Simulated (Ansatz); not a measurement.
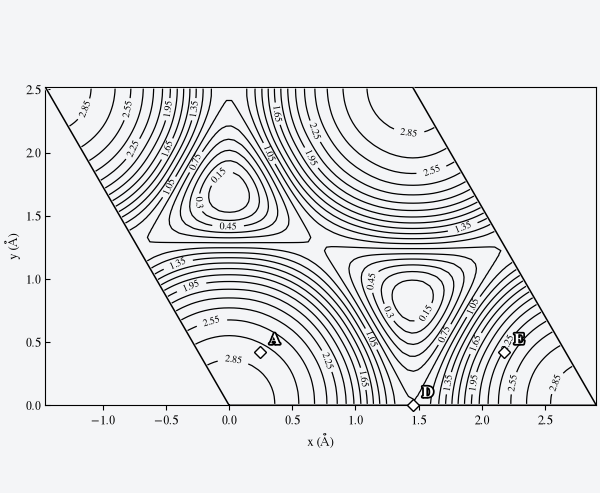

C on a Ti(111) slab cut from the Fm-3m phase, its upper half relaxed before the scan (12 atoms of substrate and one adsorbate in a 2 × 2 cell). C is moved over the surface cell; relaxed at each place: the height of the adsorbate's atoms; substrate rigid; the origin of the map has the adsorbate above Ti9. Places are given modulo a cell vector. The map is drawn in real space over the plane of the surface. The grid has 6 × 6 points; 10 points were computed and 26 follow by symmetry. Places are given in fractions of the 1 × 1 surface cell. Energies: eV, counted from the lowest grid point. Theory: DFT PBE, scalar-relativistic, plane waves, PAW in Ansatz 0.2.0. Settings: cutoff 420 eV, k-mesh 6×6×1, gaussian smearing 0.1 eV, no spin polarisation.

The picture shows contour lines labelled in eV, the outline of one cell of the plane, lettered points. Between grid points the surface is interpolated.

> Is A the lowest point of the computed grid?

No. A lies 2.76 eV above the lowest grid point, which is at a threefold hollow over a second-layer Ti atom, (2/6, 4/6) of the cell vectors.

> Rank the lettered points by energy, lowest first.

D (0.91 eV), E (2.28 eV), A (2.76 eV).

PAW datasets: the set soft_1.
